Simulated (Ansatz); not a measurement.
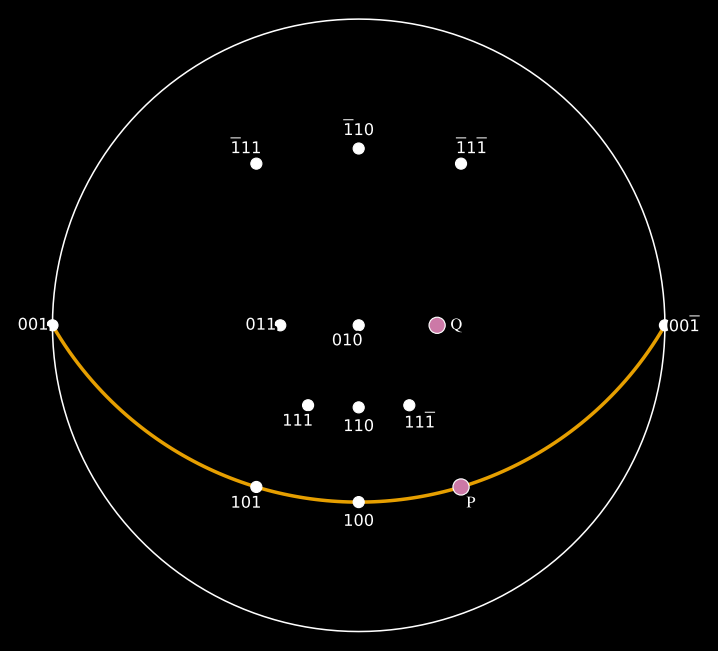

Stereographic projection of plane normals (upper hemisphere) centred on (0 1 0). Crystal: Ru, the end point of a relaxation with Ansatz 0.2.0, DFT PBE, scalar-relativistic, plane waves, PAW; the starting structure was generated, so it need not be a known form of this composition. Symmetry computed with spglib at a tolerance of 0.002 Å; standard conventional cell.

a = 2.720 Å, b = 2.720 Å, c = 4.297 Å, α = 90.00°, β = 90.00°, γ = 120.00°.

Q: Index the poles marked P, Q.

A: P is (1 0 −1), in four indices (1 0 −1 −1), 64.0° from the centre; Q is (0 1 −1), in four indices (0 1 −1 −1), 28.7° from the centre.

Q: Which zone does the coloured great circle trace?

A: The zone [0 1 0]: its poles satisfy k = 0.

Q: What is the angle between the normals of (1 1 −1) and (−1 1 0), and what are their d_hkl = 1/|g|?

A: 90.0°; d = 1.297 Å and 2.356 Å.
